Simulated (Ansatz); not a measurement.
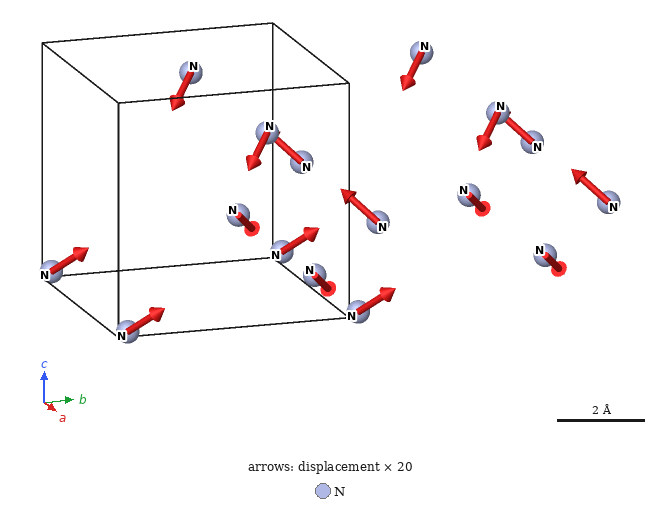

A symmetric starting cell of N. The red arrows show how the atoms are displaced, magnified 20 times. Besides, all lengths are scaled by +0.1 % (volume +0.3 %). A ball-and-stick model of the cell of the calculation, repeated 2 × 2 × 1 with one cell outlined, seen slightly off an axis.

Computed with DFT PBE, scalar-relativistic, plane waves, PAW (Ansatz). (plane-wave cutoff 420 eV; k-point mesh 8 × 8 × 8; occupations gaussian; smearing width 0.1 eV; no spin polarisation)

Question: How are the atoms displaced, and what does the calculation give?

Answer: Atoms are displaced by 0.06 Å relative to the cell. No relaxation follows. The starting cell wasn't computed here and needn't be at equilibrium, so pressure and forces aren't due to the change alone. The pressure is −4.0 GPa (not all of it need come from the change, since the unchanged cell can be under pressure at this level too). The largest forces, 0.4 eV/Å, act on 4 N atoms of the calculation's cell. The forces point along the displacements, not back (a soft direction, or forces left over where the reference was relaxed at another level) (cosine 1.00). The space group stays P2_13 (No. 198).
